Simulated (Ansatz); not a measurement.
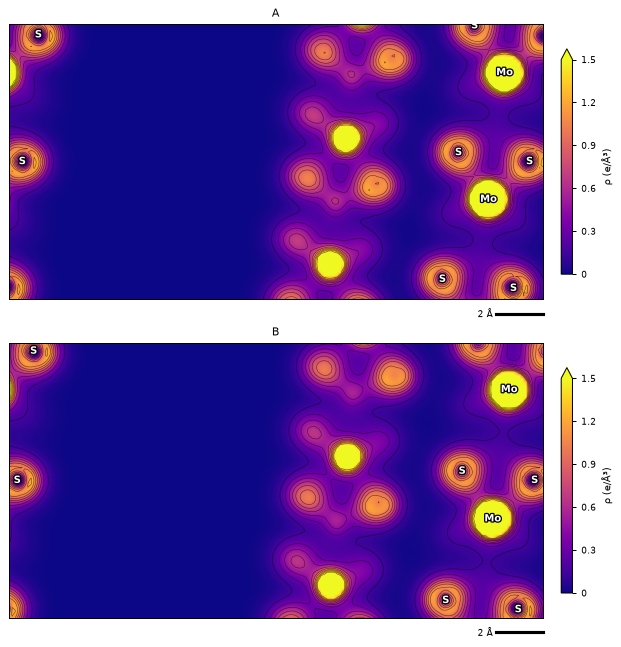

MoS2. The valence electron density of two cells that differ in size, on the (111) plane of each (indices in the axes of the calculation cell), at one length scale and on one colour scale; one has 31.1 and the other 33.0 Å³ an atom.

Computed with Ansatz 0.2.0, Kohn-Sham DFT of a periodic cell, PBEsol with D3(BJ), Ansatz PAW.

The larger cell:

```
Mo S
1.0
     3.22645    0.00000    0.00000
    -1.61322    2.79419    0.00000
     0.00000    0.00000   21.95571
Mo S
2 4
Direct
  0.33333 0.66667 0.85116
  0.66667 0.33333 0.14884
  0.66667 0.33333 0.77963
  0.33333 0.66667 0.07725
  0.66667 0.33333 0.92275
  0.33333 0.66667 0.22037
```

The smaller cell: a = 3.163 Å, b = 3.163 Å, c = 21.525 Å, α = 90.00°, β = 90.00°, γ = 120.00°.

Question: Which panel shows the smaller cell, and what does the compression change?

Answer: Panel A is the smaller cell, by 6 % in volume. From the larger cell to the smaller, Mo–S goes from 2.44 to 2.39 Å, and the density at its midpoint from 0.58 to 0.63 e/Å³; the pressure goes from −6 to −1.5 GPa; the Kohn–Sham gap goes from 1.3 eV to 1.4 eV.
